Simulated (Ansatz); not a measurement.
# Run report: NaI, geometry relaxation (part 1 of 3)

- system: NaI (R3m, 2 atoms in the cell)
- method: DFT, PBEsol, plane waves, PAW, no spin polarisation (Ansatz 0.2.0)

The structure was built on a prototype by a generator.

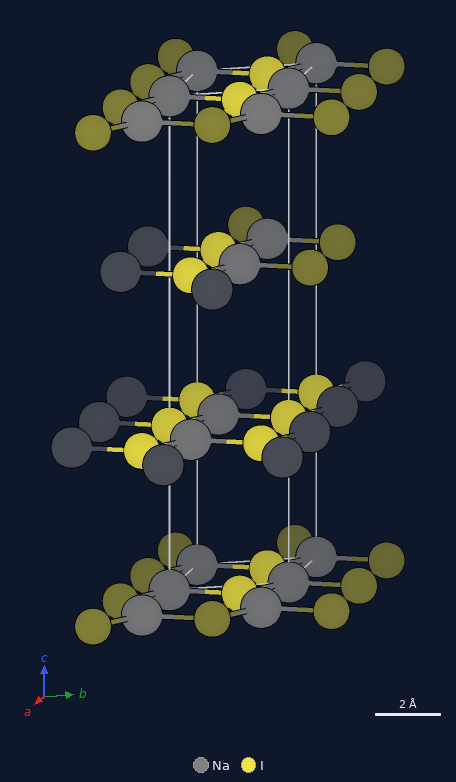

*The starting structure (ball-and-stick view of the cell 3 times as large as that of the calculation, set on its symmetry axes, repeated 2 × 1 × 1, seen slightly off an axis; neighbours outside the cell are drawn fainter).*

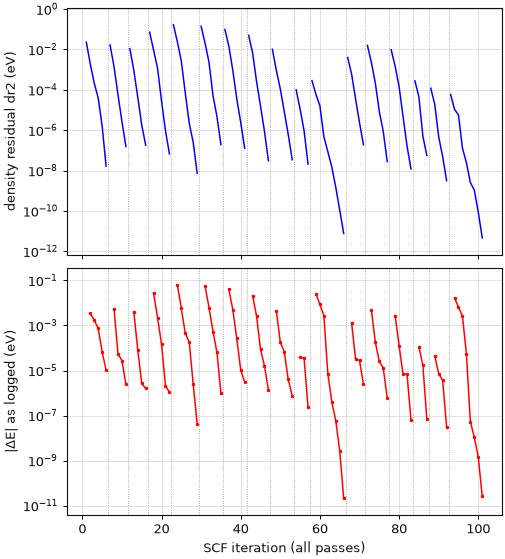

*Convergence of the self-consistent field: density residual dr2 and size of the energy change against the SCF iteration. The dotted lines part the SCF passes of the relaxation: geometry steps, rejected trials and re-solves on a re-selected basis.*

The 17 passes take 4 to 9 iterations each, 101 in all.

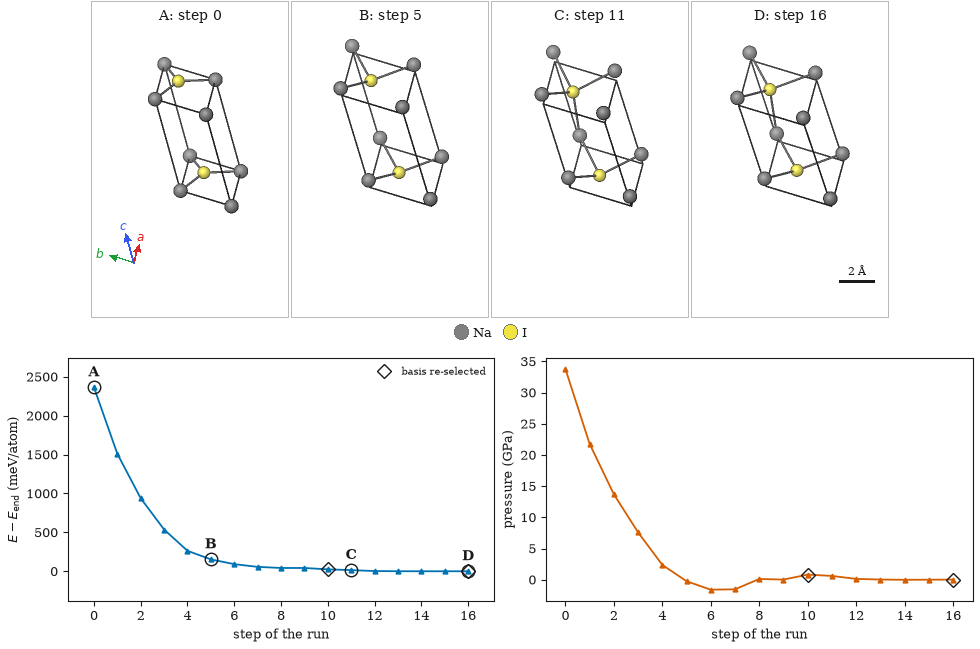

*Frames of the relaxation (ball-and-stick view of the reduced cell, seen at an oblique angle) above the curves, on which the letters mark them (the first geometry is step 0 here and step 1 in the log).*

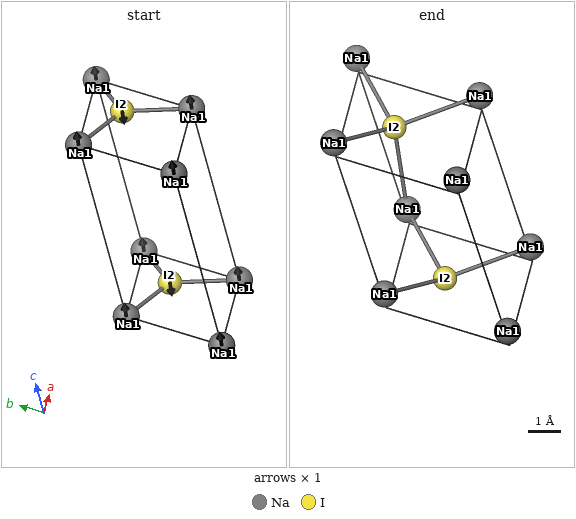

*Before (left) and after (right) the relaxation, at one scale (ball-and-stick view of the reduced cell, seen at an oblique angle). The black arrows give the displacements (without the part carried along by the change of the cell), at true length.*

The largest moves relative to the cell, 0.52 Å, are those of Na1 and I2. By element the largest moves are Na 0.52 Å, I 0.52 Å. The volume changes by +31.7 %, with a = b 3.851 → 4.971 Å (+29.1 %), c 5.648 → 5.007 Å (−11.3 %), α 70.1° → 60.2°, β 70.1° → 60.2°. Distances before and after: Na1–I2 5.188 → 3.056 Å. New bonds form: Na1–I2 (5.19 → 3.06 Å). Among the angles that change: I2–Na1–I2 120.0° → 108.9°, Na1–I2–Na1 120.0° → 108.9°. The space group stays R3m (No. 160). The energy falls by 2363 meV per atom in 14 geometry steps. Largest force component: 0.031 eV/Å at the start, 0.00029 eV/Å at the end. The pressure goes from 33.78 to 0.02 GPa. The basis was re-selected once at an unchanged geometry, which shifts the energy a little without any move. The energy change given includes the shifts at the re-selections in mid-walk, which come without any move. A last SCF at the same geometry on a re-selected plane-wave basis shifts the energy by −0.5 meV per atom. (Atoms are counted from 1 in the order of the input.)

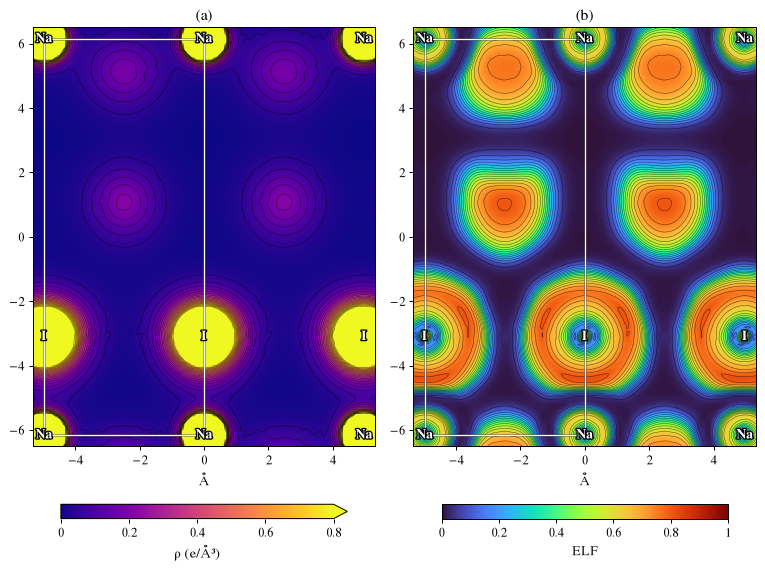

*(a) valence charge density (pseudo); (b) ELF on the (100) plane of the conventional cell.*

The section cuts through Na and I sites. Na–I (3.06 Å): the density is about 0.18 e/Å³ at the midpoint; the ELF is about 0.75 at the midpoint, which marks a largely ionic contact. The density dies away to nearly zero in the voids. The strong features right at Na lie inside the PAW spheres (semicore, d or f shells) and say nothing about bonding. Core electrons are frozen (PAW), so the fields are smoothed inside the atomic spheres.

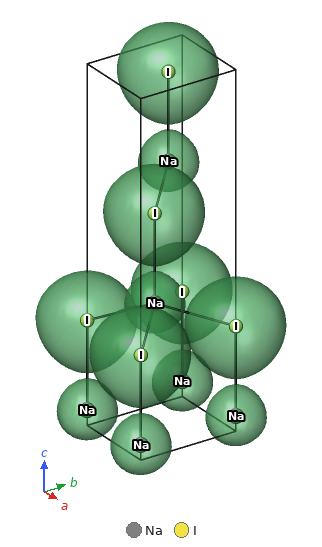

*Isosurface of the valence charge density (pseudo) at 0.1 e/Å³ (green), seen slightly off an axis. Sticks mark near contacts. The outline is the cell set on symmetry axes.*

At this value the density breaks into separate islands; it holds about 95 % of the electrons treated as valence (semicore included). It is pinched off along the Na–I (3.05 Å) contacts. On the grid the lowest density along these lines, outside the cores, is 0.09 e/Å³ (Na–I, 3.05 Å).

These pictures come from the run below.

The input:
```yaml
crystal:
  lattice:
    - [1.92568395, 1.11179415, 5.19150551]
    - [-1.92568395, 1.11179415, 5.19150551]
    - [0.0, -2.22358829, 5.19150551]
  atoms:
    - { symbol: Na, position: [0.9996712, 0.9996712, 0.9996712] }
    - { symbol: I, position: [0.3327618, 0.3327618, 0.3327618] }
kpoints:
  mp_grid: { grid: [6, 6, 6] }
hamiltonian:
  xc: pbesol
scf:
  occupations: { method: fermi_dirac, width: 0.03 }
relax:
  f_tol: 0.01
  cell: {}
  max_steps: 120
output:
  write_density: true
  write_potential: true
  elf: true
  volumetric_format: npy
```

Launch command:
```bash
ansatz run input.yaml --threads 2 --pin off --max-ram 2211MiB --backend cpu --events-out ev --progress --plain --runs-dir out
```

The program's output:
```
basis.fft_grid_basis auto: the FFT boxes are laid along the combinations [[1, -1, 0], [0, 1, 0], [0, -1, 1]] of the cell's own vectors, 3.851, 5.648 and 3.851 Å long. The dense box has 27×40×27 points. Along the cell's own vectors, as sized, it would have 40×40×40, 2.19 times as many. Of the 6 symmetry operations that the crystal satisfies within crystal.symmetry.tolerance (time reversal apart; of a slab, those that keep its plane) the dense box along the cell's own vectors carries 6, and the one as laid loses 4 of those. basis.fft_grid_basis: typed keeps the cell's own vectors: state it where this run's energies or levels are differenced outside the engine with another run's, or held beside a run that keeps those vectors. Those combinations have planes normal to reciprocal vector 3, as the cell's own vectors have. Each planar average written beside output.write_density, output.write_potential has a row for each plane of the box: 27. The volumetric files lie along those combinations, not along the cell's own vectors: a cube or XSF file states them, and fields.json those of NumPy files.
Engine: ansatz 0.2.0, aarch64-unknown-linux-gnu
Pseudopotentials: kind: paw
Pseudopotential: Na, paw, valence charge 9, recommended cutoff 420 eV (normal), Na.paw.azcp
Pseudopotential: I, paw, valence charge 17, recommended cutoff 420 eV (normal), I.paw.azcp
Functional definition: PBEsol
  exchange = pbesol_x
  correlation = pbesol_c
Crystal: 2 atoms, lattice volume = 66.689 Å³
Basis set: ecut = 420 eV, 1307 PW (Γ), FFT grids on a1−a2, a2, −a2+a3, exchange–correlation on 54×80×54 points (8 copies of the dense FFT grid, shifted against one another)
Bands: 17, of which v1, the nominal top of the filled ones, is band 13 counted from 1 (12 counted from 0)
Symmetry: 6 space group operations
Space group: R3m (ITA 160), of the structure as read, at distance tolerance 4.1e-5 Å
k-points: 32 of 216 (time reversal used)
Non-local potential: Na, projectors of the file, l = 0: 3, l = 1: 2, l = 2: 1
Non-local potential: I, projectors of the file, l = 0: 2, l = 1: 2, l = 2: 2, l = 3: 2
PAW form: soft (Blöchl's): semilocal exchange-correlation on the pseudo side does not see the compensation charge
PAW frozen core: Na, regenerated for the run's functional, and the local potential with it (the file was generated under x = pbe(κ = 0.804, μ = 0.2195149727645171), c = pbe(β = 0.06672455060314922))
PAW frozen core: I, regenerated for the run's functional, and the local potential with it (the file was generated under x = pbe(κ = 0.804, μ = 0.2195149727645171), c = pbe(β = 0.06672455060314922))
PAW one-centre angular grid: Na, 110 points (default); XC on 64 Gauss nodes
PAW one-centre angular grid: I, 590 points (default); XC on 64 Gauss nodes
Initial density: superposition of atomic densities (neutral atoms: chi_scale 0, normalization atom), corrected by the library's trained network
Initial wavefunctions: pseudopotential atomic-orbital guess
Functional: x = pbesol(κ = 0.804, μ = 0.12345679012345678), c = pbesol(β = 0.046)
SCF iter   1: F=—  HF=-8905.781469 eV  |F-HF|=—  |Δ(HF+E_count)|=         —  Δρ=5.67e-3  dr2=2.31e-2  ethr=1.77e-3  ⟨swp⟩=7.0  Hψ=3283  notcnv=0
preconditioner: auto → none  [insulator: Δε(μ)=3.694 eV  Ē_g=11.392 eV  σ=0.030 eV  W_gap=1.00  n_scr=14 (ndim 8)  ℏωp=12.9 eV  f_vac=0.347  D(μ)=0.00/eV (n_scr^D=0)  ε∞_Penn≈2.3]
SCF iter   2: F=—  HF=-8905.778048 eV  |F-HF|=—  |Δ(HF+E_count)|=   3.42e-3  Δρ=1.77e-3  dr2=1.94e-3  ethr=8.88e-5  ⟨swp⟩=3.0  Hψ=1270  notcnv=0
SCF iter   3: F=—  HF=-8905.779765 eV  |F-HF|=—  |Δ(HF+E_count)|=   1.72e-3  Δρ=5.86e-4  dr2=2.17e-4  ethr=7.45e-6  ⟨swp⟩=2.0  Hψ=800  notcnv=0
SCF iter   4: F=—  HF=-8905.780507 eV  |F-HF|=—  |Δ(HF+E_count)|=   7.42e-4  Δρ=1.89e-4  dr2=3.97e-5  ethr=8.35e-7  ⟨swp⟩=2.0  Hψ=988  notcnv=0
SCF iter   5: F=—  HF=-8905.780575 eV  |F-HF|=—  |Δ(HF+E_count)|=   6.76e-5  Δρ=4.18e-5  dr2=1.62e-6  ethr=1.53e-7  ⟨swp⟩=2.0  Hψ=930  notcnv=0
SCF iter   6: F=-8905.780585 eV  HF=-8905.780585 eV  |F-HF|=7.13e-8  |Δ(HF+E_count)|=   1.05e-5  Δρ=5.90e-6  dr2=1.66e-8  ethr=3.85e-10  ⟨swp⟩=7.3  Hψ=3485  notcnv=0
SCF 1 converged in 6 iterations: F = -8905.780585 eV  dr2 = 1.66e-8
  greatest PAW one-centre occupation: 1.005 electrons in one spin orbital (limit 2), on the Na atom at site 0 (counted from 0), in its partial waves of l = 1
relax step   1: F+E_penalty+E_count = -8905.78058540 eV  Δ(F+E_penalty+E_count) = +0.000e0 eV  max|allowed force component| = 3.094e-2 eV/Å  Δτ_max = 0.0000 Å  P = +33.784 GPa  Ω = 66.689 Å³  (6 SCF iters, dr2 threshold 1.00e-7 eV, accepted)
Crystal: 2 atoms, lattice volume = 73.329 Å³
Basis set: ecut = 420 eV, 1445 PW (Γ), FFT grids on a1−a2, a2, −a2+a3, exchange–correlation on 54×80×54 points (8 copies of the dense FFT grid, shifted against one another)
Initial density: handed on by an earlier stage of this run
Initial wavefunctions: those handed on with the density
iter 1 solved again at ethr=6.51e-5 eV; its pass at ethr=3.10e-3 eV (dr2=1.69e-2 eV) is discarded
SCF iter   1: F=—  HF=-8907.493650 eV  |F-HF|=—  |Δ(HF+E_count)|=         —  Δρ=4.10e-3  dr2=1.68e-2  ethr=6.51e-5  ⟨swp⟩=2.0  Hψ=4209  notcnv=0
preconditioner: auto → none  [insulator: Δε(μ)=3.872 eV  Ē_g=11.109 eV  σ=0.030 eV  W_gap=1.00  n_scr=14 (ndim 8)  ℏωp=12.3 eV  f_vac=0.370  D(μ)=0.00/eV (n_scr^D=0)  ε∞_Penn≈2.2]
SCF iter   2: F=—  HF=-8907.488063 eV  |F-HF|=—  |Δ(HF+E_count)|=   5.59e-3  Δρ=1.47e-3  dr2=1.41e-3  ethr=6.46e-5  ⟨swp⟩=2.7  Hψ=876  notcnv=0
SCF iter   3: F=—  HF=-8907.488009 eV  |F-HF|=—  |Δ(HF+E_count)|=   5.43e-5  Δρ=3.75e-4  dr2=5.78e-5  ethr=5.42e-6  ⟨swp⟩=2.4  Hψ=914  notcnv=0
SCF iter   4: F=—  HF=-8907.488037 eV  |F-HF|=—  |Δ(HF+E_count)|=   2.78e-5  Δρ=9.19e-5  dr2=2.68e-6  ethr=2.22e-7  ⟨swp⟩=2.2  Hψ=818  notcnv=0
SCF iter   5: F=-8907.488039 eV  HF=-8907.488039 eV  |F-HF|=1.34e-7  |Δ(HF+E_count)|=   2.41e-6  Δρ=2.31e-5  dr2=1.55e-7  ethr=7.69e-10  ⟨swp⟩=9.2  Hψ=4343  notcnv=0
SCF 2 converged in 5 iterations: F = -8907.488039 eV  dr2 = 1.55e-7
[... from here on the iterations of each SCF are left out, up to the last one ...]
relax step   2: F+E_penalty+E_count = -8907.48803928 eV  Δ(F+E_penalty+E_count) = -1.707e0 eV  max|allowed force component| = 3.021e-2 eV/Å  Δτ_max = 0.0009 Å  P = +21.770 GPa  Ω = 73.329 Å³  energy of the carried Pulay correction = -6.768e-4 eV  (5 SCF iters, dr2 threshold 2.00e-7 eV, accepted)
Crystal: 2 atoms, lattice volume = 80.260 Å³
Basis set: ecut = 420 eV, 1559 PW (Γ), FFT grids on a1−a2, a2, −a2+a3, exchange–correlation on 54×80×54 points (8 copies of the dense FFT grid, shifted against one another)
preconditioner: auto → none  [insulator: Δε(μ)=4.088 eV  Ē_g=10.892 eV  σ=0.030 eV  W_gap=1.00  n_scr=14 (ndim 8)  ℏωp=11.7 eV  f_vac=0.379  D(μ)=0.00/eV (n_scr^D=0)  ε∞_Penn≈2.2]
SCF 3 converged in 5 iterations: F = -8908.630484 eV  dr2 = 1.81e-7
  Residual-converged pass: ⟨swp⟩=1.0  Hψ=672  notcnv=0  max |occ|·‖R‖ = 7.0e-9 eV (tolerance 1.0e-8 eV)  dr2=1.81e-7  dr2_onsite=4.35e-8  max |Δocc| = 0.0e0
relax step   3: F+E_penalty+E_count = -8908.63048386 eV  Δ(F+E_penalty+E_count) = -1.142e0 eV  max|allowed force component| = 3.589e-2 eV/Å  Δτ_max = 0.0022 Å  P = +13.689 GPa  Ω = 80.260 Å³  energy of the carried Pulay correction = -1.318e-3 eV  (5 SCF iters, dr2 threshold 2.00e-7 eV, accepted)
Crystal: 2 atoms, lattice volume = 87.854 Å³
Basis set: ecut = 420 eV, 1751 PW (Γ), FFT grids on a1−a2, a2, −a2+a3, exchange–correlation on 54×80×54 points (8 copies of the dense FFT grid, shifted against one another)
preconditioner: auto → none  [insulator: Δε(μ)=4.096 eV  Ē_g=10.612 eV  σ=0.030 eV  W_gap=1.00  n_scr=14 (ndim 8)  ℏωp=11.2 eV  f_vac=0.388  D(μ)=0.00/eV (n_scr^D=0)  ε∞_Penn≈2.1]
SCF 4 converged in 6 iterations: F = -8909.434272 eV  dr2 = 6.65e-8
  Residual-converged pass: ⟨swp⟩=1.0  Hψ=672  notcnv=0  max |occ|·‖R‖ = 7.0e-9 eV (tolerance 1.0e-8 eV)  dr2=6.65e-8  dr2_onsite=1.14e-8  max |Δocc| = 0.0e0
relax step   4: F+E_penalty+E_count = -8909.43427203 eV  Δ(F+E_penalty+E_count) = -8.038e-1 eV  max|allowed force component| = 4.496e-1 eV/Å  Δτ_max = 0.1135 Å  P = +7.584 GPa  Ω = 87.854 Å³  energy of the carried Pulay correction = -1.956e-3 eV  (6 SCF iters, dr2 threshold 2.00e-7 eV, accepted)
Crystal: 2 atoms, lattice volume = 95.084 Å³
Basis set: ecut = 420 eV, 1853 PW (Γ), FFT grids on a1−a2, a2, −a2+a3, exchange–correlation on 54×80×54 points (8 copies of the dense FFT grid, shifted against one another)
preconditioner: auto → none  [insulator: Δε(μ)=3.774 eV  Ē_g=10.226 eV  σ=0.030 eV  W_gap=1.00  n_scr=14 (ndim 8)  ℏωp=10.8 eV  f_vac=0.392  D(μ)=0.00/eV (n_scr^D=0)  ε∞_Penn≈2.1]
SCF 5 converged in 7 iterations: F = -8909.980456 eV  dr2 = 7.34e-9
relax step   5: F+E_penalty+E_count = -8909.98045617 eV  Δ(F+E_penalty+E_count) = -5.462e-1 eV  max|allowed force component| = 5.115e-1 eV/Å  Δτ_max = 0.1977 Å  P = +2.371 GPa  Ω = 95.084 Å³  energy of the carried Pulay correction = -2.509e-3 eV  (7 SCF iters, dr2 threshold 2.00e-7 eV, accepted)
Crystal: 2 atoms, lattice volume = 93.951 Å³
Basis set: ecut = 420 eV, 1865 PW (Γ), FFT grids on a1−a2, a2, −a2+a3, exchange–correlation on 54×80×54 points (8 copies of the dense FFT grid, shifted against one another)
preconditioner: auto → none  [insulator: Δε(μ)=3.378 eV  Ē_g=9.986 eV  σ=0.030 eV  W_gap=1.00  n_scr=14 (ndim 8)  ℏωp=10.8 eV  f_vac=0.352  D(μ)=0.00/eV (n_scr^D=0)  ε∞_Penn≈2.2]
SCF 6 converged in 6 iterations: F = -8910.201393 eV  dr2 = 1.92e-7
relax step   6: F+E_penalty+E_count = -8910.20139296 eV  Δ(F+E_penalty+E_count) = -2.209e-1 eV  max|allowed force component| = 3.456e-1 eV/Å  Δτ_max = 0.2000 Å  P = -0.245 GPa  Ω = 93.951 Å³  energy of the carried Pulay correction = -2.425e-3 eV  (6 SCF iters, dr2 threshold 2.00e-7 eV, accepted)
Crystal: 2 atoms, lattice volume = 90.475 Å³
Basis set: ecut = 420 eV, 1767 PW (Γ), FFT grids on a1−a2, a2, −a2+a3, exchange–correlation on 54×80×54 points (8 copies of the dense FFT grid, shifted against one another)
preconditioner: auto → none  [insulator: Δε(μ)=3.213 eV  Ē_g=9.956 eV  σ=0.030 eV  W_gap=1.00  n_scr=14 (ndim 8)  ℏωp=11.0 eV  f_vac=0.309  D(μ)=0.00/eV (n_scr^D=0)  ε∞_Penn≈2.2]
SCF 7 converged in 6 iterations: F = -8910.323727 eV  dr2 = 1.26e-7
relax step   7: F+E_penalty+E_count = -8910.32372688 eV  Δ(F+E_penalty+E_count) = -1.223e-1 eV  max|allowed force component| = 1.985e-1 eV/Å  Δτ_max = 0.1722 Å  P = -1.601 GPa  Ω = 90.475 Å³  energy of the carried Pulay correction = -2.162e-3 eV  (6 SCF iters, dr2 threshold 2.00e-7 eV, accepted)
Crystal: 2 atoms, lattice volume = 85.599 Å³
Basis set: ecut = 420 eV, 1671 PW (Γ), FFT grids on a1−a2, a2, −a2+a3, exchange–correlation on 54×80×54 points (8 copies of the dense FFT grid, shifted against one another)
preconditioner: auto → none  [insulator: Δε(μ)=3.302 eV  Ē_g=10.104 eV  σ=0.030 eV  W_gap=1.00  n_scr=14 (ndim 8)  ℏωp=11.4 eV  f_vac=0.271  D(μ)=0.00/eV (n_scr^D=0)  ε∞_Penn≈2.3]
SCF 8 converged in 6 iterations: F = -8910.393457 eV  dr2 = 3.03e-8
  Residual-converged pass: ⟨swp⟩=1.1  Hψ=675  notcnv=0  max |occ|·‖R‖ = 7.1e-9 eV (tolerance 1.0e-8 eV)  dr2=3.03e-8  dr2_onsite=7.75e-9  max |Δocc| = 0.0e0
relax step   8: F+E_penalty+E_count = -8910.39345704 eV  Δ(F+E_penalty+E_count) = -6.973e-2 eV  max|allowed force component| = 1.892e-4 eV/Å  Δτ_max = 0.1165 Å  P = -1.538 GPa  Ω = 85.599 Å³  energy of the carried Pulay correction = -1.773e-3 eV  (6 SCF iters, dr2 threshold 2.00e-7 eV, accepted)
Crystal: 2 atoms, lattice volume = 80.028 Å³
Basis set: ecut = 420 eV, 1599 PW (Γ), FFT grids on a1−a2, a2, −a2+a3, exchange–correlation on 54×80×54 points (8 copies of the dense FFT grid, shifted against one another)
preconditioner: auto → none  [insulator: Δε(μ)=3.283 eV  Ē_g=10.285 eV  σ=0.030 eV  W_gap=1.00  n_scr=14 (ndim 8)  ℏωp=11.7 eV  f_vac=0.248  D(μ)=0.00/eV (n_scr^D=0)  ε∞_Penn≈2.3]
SCF 9 converged in 6 iterations: F = -8910.421774 eV  dr2 = 3.43e-8
  Residual-converged pass: ⟨swp⟩=1.0  Hψ=673  notcnv=0  max |occ|·‖R‖ = 7.1e-9 eV (tolerance 1.0e-8 eV)  dr2=3.43e-8  dr2_onsite=3.24e-9  max |Δocc| = 0.0e0
relax step   9: F+E_penalty+E_count = -8910.42177399 eV  Δ(F+E_penalty+E_count) = -2.832e-2 eV  max|allowed force component| = 1.894e-2 eV/Å  Δτ_max = 0.0305 Å  P = +0.116 GPa  Ω = 80.028 Å³  energy of the carried Pulay correction = -1.298e-3 eV  (6 SCF iters, dr2 threshold 2.00e-7 eV, accepted)
Crystal: 2 atoms, lattice volume = 80.263 Å³
preconditioner: auto → none  [insulator: Δε(μ)=3.388 eV  Ē_g=10.339 eV  σ=0.030 eV  W_gap=1.00  n_scr=14 (ndim 8)  ℏωp=11.7 eV  f_vac=0.254  D(μ)=0.00/eV (n_scr^D=0)  ε∞_Penn≈2.3]
SCF 10 converged in 4 iterations: F = -8910.422016 eV  dr2 = 2.11e-8
```
